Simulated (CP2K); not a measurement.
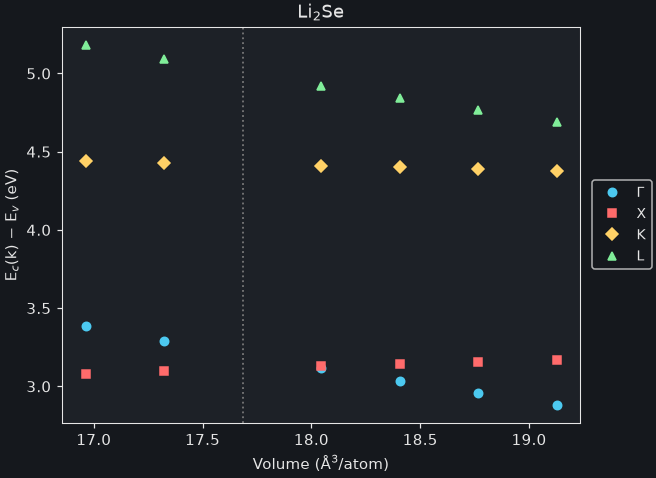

Lowest conduction level at each named k point, counted from the valence-band top at Γ. One run is left out (dotted line).

System: antifluorite-type Li$_{2}$Se, space group Fm-3m (No. 225), 3 atoms in the primitive cell. The cell is scaled uniformly. Computed with CP2K 2026.2: LDA, GTH_POTENTIALS Se GTH-PADE-q6, Li GTH-PADE-q3; TZVP-MOLOPT-PBE-GTH basis, no spin polarisation, no spin-orbit coupling, 8×8×8 k mesh.

| volume | Γ (eV) | X (eV) | K (eV) | L (eV) |
| --- | --- | --- | --- | --- |
| 16.96 Å³/atom | 3.39 | 3.08 | 4.44 | 5.18 |
| 17.32 Å³/atom | 3.29 | 3.10 | 4.43 | 5.09 |
| 18.05 Å³/atom | 3.12 | 3.13 | 4.41 | 4.92 |
| 18.41 Å³/atom | 3.04 | 3.14 | 4.40 | 4.84 |
| 18.77 Å³/atom | 2.96 | 3.16 | 4.39 | 4.77 |
| 19.13 Å³/atom | 2.88 | 3.17 | 4.38 | 4.69 |

Q: What does the missing run, at 17.68 Å³/atom, give?

A: Fits through the other points against the logarithm of the volume give 3.21 eV at Γ, 3.11 eV at X, 4.42 eV at K and 5.01 eV at L (straight lines). The run itself gives 3.20, 3.11, 4.42 and 5.01 eV, within 0.01 eV of the estimates.

Q: What are the deformation potentials dE/d ln V?

A: Straight lines against ln V have slopes of −4.2 eV at Γ, +0.7 eV at X, −0.5 eV at K and −4.1 eV at L.

The basis of atomic orbitals isn't converged, which shifts gaps and empty levels. Spin-orbit coupling is left out, which matters for Se. LDA, GGA and most meta-GGA functionals understate gaps.
